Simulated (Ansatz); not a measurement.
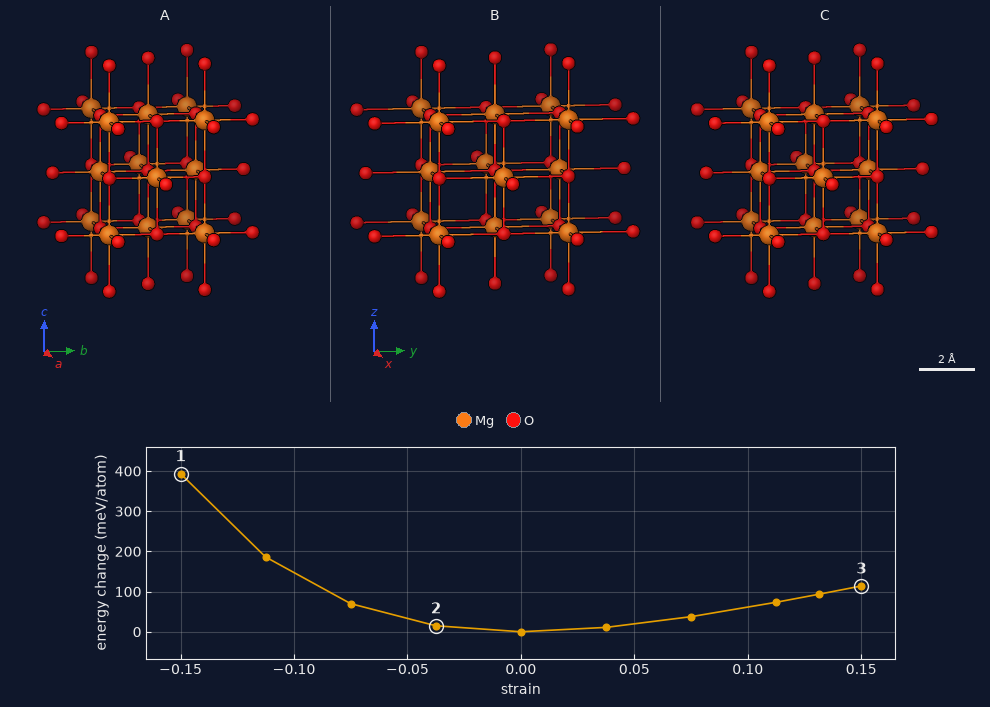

Energy scan for solid MgO (Fm-3m), in which the cell is strained along y alone, with the atoms kept at their fractional coordinates. x, y and z are the Cartesian axes of the input. The frames are shuffled; the numbered points of the plot belong to them. The picture is a ball-and-stick view of the conventional cell (4 times the calculation's cell), seen along the a axis, with a slight tilt. Lengths and directions refer to the drawn axes.

All numbers below come from Ansatz 0.2.0, DFT r2SCAN, scalar-relativistic, plane waves, PAW. Settings: plane-wave cutoff 500 eV; k-point mesh 10 × 10 × 10; occupations gaussian; smearing width 0.05 eV; no spin polarisation. Energies (free energies at the smearing named) are counted from the relaxed crystal.

### Match the frames to the points.

Point 1 is frame A (the strain −0.15, 394 meV/atom); 2 is frame C (the strain −0.0375, 15 meV/atom); 3 is frame B (the strain 0.15, 114 meV/atom). Of the computed points the lowest is at the strain 0.00, 0 meV/atom. The distortion takes the space group from Fm-3m to I4/mmm. At the strain −0.15 the cell of the drawing goes b 4.204 → 3.574 Å.
